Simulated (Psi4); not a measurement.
**doublet CH4N2O−: levels of theory compared**

We compute a comparison of 3 runs (UHF/3-21G, UB3LYP/6-31G*, UHSE06/def2-SVPD) of doublet CH4N2O−. 

The results are computed with Psi4 1.11.

1 further run of the same task is left out (set aside as unsound or not needed).

## Step 1: The system as given

The species is CH4N2O− (8 atoms), meant as a doublet with charge -1. SMILES of the parent species: `NC(N)=O`. Geometry: relaxed at PBE0-D4/def2-TZVP. That shape belongs to the parent species and isn't relaxed for this state.

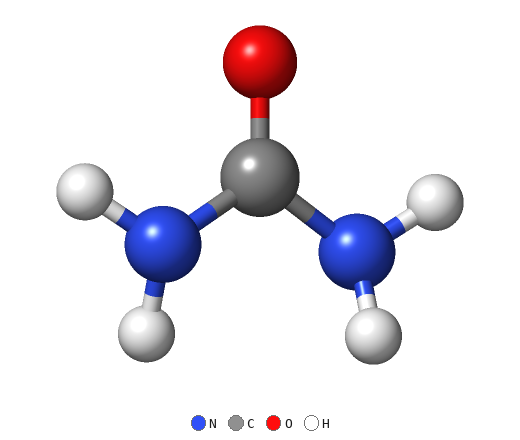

Viewed from a chosen angle; nitrogen blue, carbon grey, oxygen red, hydrogen white.

## Step 2: Energy and gradient at UHF/3-21G (run 1)

Input file ch4n2o.dat:

```
memory 1600 mb

molecule {
  -1 2
  N     -0.091180     1.153200    -0.236100
  C     -0.242410    -0.206120    -0.390990
  N      0.326430    -0.953280     0.615330
  O     -0.825140    -0.701360    -1.330440
  H     -0.670530     1.692970    -0.856600
  H     -0.003880     1.521090     0.696140
  H      0.387130    -1.933960     0.399490
  H      1.119580    -0.572540     1.103170
  symmetry c1
  no_reorient
  no_com
}

set globals {
  basis         3-21G
  reference     uhf
  puream        true
  e_convergence 1e-09
  d_convergence 1e-08
  scf_type      pk
  maxiter       100
}

e, wfn = gradient("scf", return_wfn=True)
oeprop(wfn, "WIBERG_LOWDIN_INDICES", "MULLIKEN_CHARGES", "LOWDIN_CHARGES")
```

Run with:

```
$ psi4 -n 1 ch4n2o.dat ch4n2o.out
```

ch4n2o.out:

```text
[...]
  Running in c1 symmetry.
[...]
  Nuclear repulsion =  124.277189550444376
[...]
  Multiplicity = 2
[...]
  Nalpha       = 17
  Nbeta        = 16
[...]
    Number of basis functions: 44
[...]
   @UHF iter   1:  -222.34893714837534   -2.76347e-01   1.41548e-02 DIIS/ADIIS
[...]
   @UHF iter  15:  -222.53094744060900   -2.24532e-12   8.42918e-09 DIIS
[...]
   @S^2 Observed:                7.632716805E-01
[...]
  @UHF Final Energy:  -222.53094744060900
   => Energetics <=
    Nuclear Repulsion Energy =            124.2771895504443762
    One-Electron Energy =                -559.9328291374492892
    Two-Electron Energy =                 213.1246921463958870
    Total Energy =                       -222.5309474406089976
  UHF NO Occupations:
  HONO-2 :   15  A 1.9982103
  HONO-1 :   16  A 1.9980807
[...]
 Multipole Moments:
 ------------------------------------------------------------------------------------
     Multipole            Electronic (a.u.)      Nuclear  (a.u.)        Total (a.u.)
 ------------------------------------------------------------------------------------
 L = 1.  Multiply by 2.5417464519 to convert [e a0] to [Debye]
 Dipole X            :         11.5927347          -10.5381144            1.0546202
 Dipole Y            :          9.8547730           -8.9584357            0.8963374
 Dipole Z            :         18.6944376          -16.9936456            1.7007920
 Magnitude           :                                                    2.1927923
[...]
  -Total Gradient:
     Atom            X                  Y                   Z
    ------   -----------------  -----------------  -----------------
       1       -0.031926181083    -0.079961283447    -0.005583540107
       2       -0.029933703445    -0.025432443470    -0.048138359796
       3       -0.018461778155     0.037144865028    -0.075706201103
       4        0.083609874722     0.071047882353     0.134751717873
       5        0.001005472545     0.002755405295    -0.006265936758
       6        0.014316696794    -0.004647372918    -0.006668842268
       7       -0.004135915810    -0.005413020451     0.001224053228
       8       -0.014474465569     0.004505967611     0.006387108931
[...]
```

Wall time 1.4 s (1 thread of Intel Xeon 6975P-C (Granite Rapids), shared host); peak memory 0.18 GiB.

## Step 3: Energy and gradient at UB3LYP/6-31G(d) (Cartesian functions) (run 2)

Input file ch4n2o.xyz:

```xyz
8
CH4N2O
N     -0.091180     1.153200    -0.236100
C     -0.242410    -0.206120    -0.390990
N      0.326430    -0.953280     0.615330
O     -0.825140    -0.701360    -1.330440
H     -0.670530     1.692970    -0.856600
H     -0.003880     1.521090     0.696140
H      0.387130    -1.933960     0.399490
H      1.119580    -0.572540     1.103170
```

Input file calc.py:

```python
import psi4

psi4.set_memory(1600000000)
psi4.set_num_threads(1)
psi4.set_output_file('output.dat', False)

with open('ch4n2o.xyz') as f:
    atoms = ''.join(f.readlines()[2:])
molecule = psi4.geometry('-1 2\n' + atoms + 'symmetry c1\nno_reorient\nno_com')

psi4.set_options({
    'reference': 'uks',
    'puream': False,
    'e_convergence': 1e-09,
    'd_convergence': 1e-08,
    'scf_type': 'pk',
    'dft_radial_points': 99,
    'dft_spherical_points': 590,
    'maxiter': 100,
})

e = psi4.gradient("b3lyp/6-31G*")
print('gradient / Eh bohr^-1')
print(e.np.round(6))
for k, v in sorted(psi4.core.scalar_variables().items()):
    print(f'{k:45s} {v:18.10f}')
```

Run with:

```
$ python calc.py
```

output.dat:

```text
[...]
  Running in c1 symmetry.
[...]
  Nuclear repulsion =  124.277189550444376
[...]
  Multiplicity = 2
[...]
  Nalpha       = 17
  Nbeta        = 16
[...]
    Number of basis functions: 68
[...]
   @UKS iter   1:  -224.55215549670007    3.30898e-01   1.61236e-02 ADIIS/DIIS
[...]
   @UKS iter  19:  -225.12077263658480   -5.00222e-12   2.31535e-09 DIIS
[...]
   @S^2 Observed:                7.512499427E-01
[...]
  @UKS Final Energy:  -225.12077263658480
   => Energetics <=
    Nuclear Repulsion Energy =            124.2771895504443762
    One-Electron Energy =                -559.5619379706439531
    Two-Electron Energy =                 234.1518012135191782
    DFT Exchange-Correlation Energy =     -23.9878254299044436
    Empirical Dispersion Energy =           0.0000000000000000
    VV10 Nonlocal Energy =                  0.0000000000000000
    Total Energy =                       -225.1207726365848032
[...]
 Multipole Moments:
 ------------------------------------------------------------------------------------
     Multipole            Electronic (a.u.)      Nuclear  (a.u.)        Total (a.u.)
 ------------------------------------------------------------------------------------
 L = 1.  Multiply by 2.5417464519 to convert [e a0] to [Debye]
 Dipole X            :         10.8336653          -10.5381144            0.2955509
 Dipole Y            :          9.2092406           -8.9584357            0.2508049
 Dipole Z            :         17.4700168          -16.9936456            0.4763711
 Magnitude           :                                                    0.6141522
[...]
  -Total Gradient:
     Atom            X                  Y                   Z
    ------   -----------------  -----------------  -----------------
       1       -0.015190612327     0.011091008982     0.019693087419
       2       -0.016369224693    -0.013950505636    -0.026394904631
       3        0.027172472739    -0.000861683717    -0.000315325463
       4        0.021592011180     0.018358825140     0.034815455543
       5        0.022518895173    -0.018839941393     0.022983205669
       6       -0.010273380470    -0.008411236453    -0.039312250164
       7       -0.002358274483     0.035973296913     0.009508916584
       8       -0.027091334014    -0.023359295968    -0.020977296986
[...]
```

The script printed:

```text
gradient / Eh bohr^-1
[[-0.015191  0.011091  0.019693]
 [-0.016369 -0.013951 -0.026395]
 [ 0.027172 -0.000862 -0.000315]
 [ 0.021592  0.018359  0.034815]
 [ 0.022519 -0.01884   0.022983]
 [-0.010273 -0.008411 -0.039312]
 [-0.002358  0.035973  0.009509]
 [-0.027091 -0.023359 -0.020977]]
CURRENT ENERGY                                   -225.1207726366
CURRENT REFERENCE ENERGY                         -225.1207726366
DD SOLVATION ENERGY                                 0.0000000000
DFT FUNCTIONAL TOTAL ENERGY                      -225.1207726366
DFT TOTAL ENERGY                                 -225.1207726366
DFT VV10 ENERGY                                     0.0000000000
DFT XC ENERGY                                     -23.9878254299
GRID ELECTRONS ALPHA                               16.9999994242
GRID ELECTRONS BETA                                15.9999993718
GRID ELECTRONS TOTAL                               32.9999987960
NUCLEAR REPULSION ENERGY                          124.2771895504
ONE-ELECTRON ENERGY                              -559.5619379706
PCM POLARIZATION ENERGY                             0.0000000000
PE ENERGY                                           0.0000000000
SCF ITERATION ENERGY                             -225.1207726366
SCF ITERATIONS                                     19.0000000000
SCF TOTAL ENERGY                                 -225.1207726366
TWO-ELECTRON ENERGY                               234.1518012135
XC GRID RADIAL POINTS                              99.0000000000
XC GRID SPHERICAL POINTS                          590.0000000000
XC GRID TOTAL POINTS                           440000.0000000000
```

Run time: 23 s. Hardware: 1 thread of Intel Xeon 6975P-C (Granite Rapids), shared host; peak memory 1.1 GiB.

## Step 4: The energy at UHSE06/def2-SVPD (run 3)

Input file job.dat:

```
memory 1.6 GB

molecule {
  -1 2
  N
  C 1 1.376449
  N 2 1.376411 1 114.10426
  O 2 1.211364 3 122.94873 1 -179.99155
  H 1 1.005991 2 113.40301 4 12.44233
  H 1 1.006 5 115.17222 2 -140.82708
  H 3 1.005984 2 113.40628 4 12.45786
  H 3 1.006001 7 115.17733 2 -140.83495
  symmetry c1
  no_reorient
  no_com
}

set basis def2-SVPD
set reference uks
set puream true
set e_convergence 1e-09
set d_convergence 1e-08
set scf_type pk
set dft_radial_points 99
set dft_spherical_points 590
set maxiter 100

E, wfn = energy("hse06", return_wfn=True)
oeprop(wfn, "WIBERG_LOWDIN_INDICES", "LOWDIN_CHARGES", "MAYER_INDICES")
```

Run with:

```
$ psi4 -n 1 job.dat job.out
```

job.out:

```text
[...]
  Running in c1 symmetry.
[...]
  Nuclear repulsion =  124.277198407269921
[...]
  Multiplicity = 2
[...]
  Nalpha       = 17
  Nbeta        = 16
[...]
    Number of basis functions: 115
[...]
   @UKS iter   1:  -224.21355775668493    3.26005e-01   9.33827e-03 DIIS/ADIIS
[...]
   @UKS iter  16:  -224.83898140052645   -8.81073e-13   3.07845e-09 DIIS
[...]
   @S^2 Observed:                7.505689660E-01
[...]
    Orbital Energies [Eh]
    ---------------------
    Alpha Occupied:
       1A    -18.994725     2A    -14.212026     3A    -14.211972
       4A    -10.171530     5A     -0.883766     6A     -0.747984
       7A     -0.704624     8A     -0.436814     9A     -0.375409
      10A     -0.359099    11A     -0.291130    12A     -0.260689
      13A     -0.253711    14A     -0.114234    15A     -0.103478
      16A     -0.094887    17A      0.121619
    Alpha Virtual:
      18A      0.166961    19A      0.189642    20A      0.201408
      21A      0.207489    22A      0.227202    23A      0.249363
      24A      0.249711    25A      0.279161    26A      0.284060
[...]
  @UKS Final Energy:  -224.83898140052645
   => Energetics <=
    Nuclear Repulsion Energy =            124.2771984072699212
    One-Electron Energy =                -557.5984047884919619
    Two-Electron Energy =                 231.1900190380613651
    DFT Exchange-Correlation Energy =     -22.7077940573657706
    Empirical Dispersion Energy =           0.0000000000000000
    VV10 Nonlocal Energy =                  0.0000000000000000
    Total Energy =                       -224.8389814005264498
[...]
 Multipole Moments:
 ------------------------------------------------------------------------------------
     Multipole            Electronic (a.u.)      Nuclear  (a.u.)        Total (a.u.)
 ------------------------------------------------------------------------------------
 L = 1.  Multiply by 2.5417464519 to convert [e a0] to [Debye]
 Dipole X            :         -0.0000581           -0.0000151           -0.0000732
 Dipole Y            :          2.8883084           -2.6579567            0.2303517
 Dipole Z            :          1.8718811           -1.7227115            0.1491697
 Magnitude           :                                                    0.2744330
[...]
```

Wall time 57 s (1 thread of Intel Xeon 6975P-C (Granite Rapids), shared host); peak memory 0.84 GiB.

## Step 5: All runs side by side

```csv
run,level,Cartesian functions,integration grid,energy (Eh),HOMO energy (eV),LUMO energy (eV),⟨S²⟩,wall time
1,UHF/3-21G,no,–,-222.530947,4.28,12.56,0.763,1.4 s
2,UB3LYP/6-31G* (Cartesian functions),yes,99 radial × 590 angular,-225.120773,5.87,7.27,0.751,23 s
3,UHSE06/def2-SVPD,no,99 radial × 590 angular,-224.838981,3.31,4.29,0.751,57 s
```

## Step 6: Outcome

| quantity | value |
| --- | --- |
| run 3: total energy | -224.83898 Eh |
| run 3: HOMO energy (highest over α and β) | 3.31 eV |
| run 3: LUMO energy (lowest over α and β) | 4.29 eV |
| run 3: ⟨S²⟩ | 0.751 |

Totals of different functionals can't be ranked against each other. In runs 1, 2, 3 the HOMO lies above zero, so the outermost electron may be held by the basis alone. All runs together took 81 s, the longest 57 s.
